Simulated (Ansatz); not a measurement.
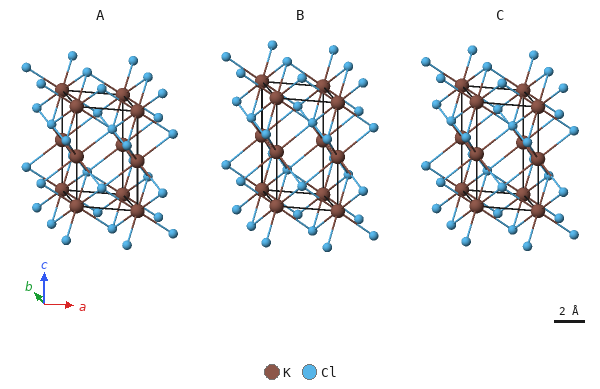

3 geometries from one relaxation of a crystal of KCl (built on the NiAs type), in shuffled order. A ball-and-stick model of the cell of the calculation, seen slightly off an axis.

These are results of DFT, PBEsol, plane waves, PAW (Ansatz 0.2.0), not measurements. (plane-wave cutoff 420 eV; k-point mesh 6 × 6 × 4; occupations fermi dirac; smearing width 0.03 eV; no spin polarisation; cell and atoms relaxed; force threshold 0.01 eV/Å; at most 120 steps)

Order the frames from highest to lowest energy.

A, C, B. They are steps 0, 1, 4, at +26.9 meV per atom, +5.0 meV per atom relative to the last. After 3 accepted moves (4 points after the start) the energy has fallen by 26.9 meV per atom. All forces vanish by symmetry, so only the cell relaxes. Pressure: 2.27 GPa at the start and 0.00 GPa at the end. At 1 point the geometry stayed and the basis and grid were re-selected for the new cell (energy shift of 0.1 meV per atom at most each time). No atom moves by more than 0.005 Å relative to the cell. The volume changes by +9.8 %, with a = b 4.284 → 4.310 Å (+0.6 %), c 6.983 → 7.577 Å (+8.5 %). Among the contacts that change: K–K 3.491 → 3.789 Å, Cl–K 3.027 → 3.127 Å. Among the angles between lasting bonds that change: K–Cl–K 70.4° → 74.6°, Cl–K–Cl 90.1° → 87.1°, Cl–K–Cl 89.9° → 92.9°. The space group stays P6_3/mmc (No. 194).
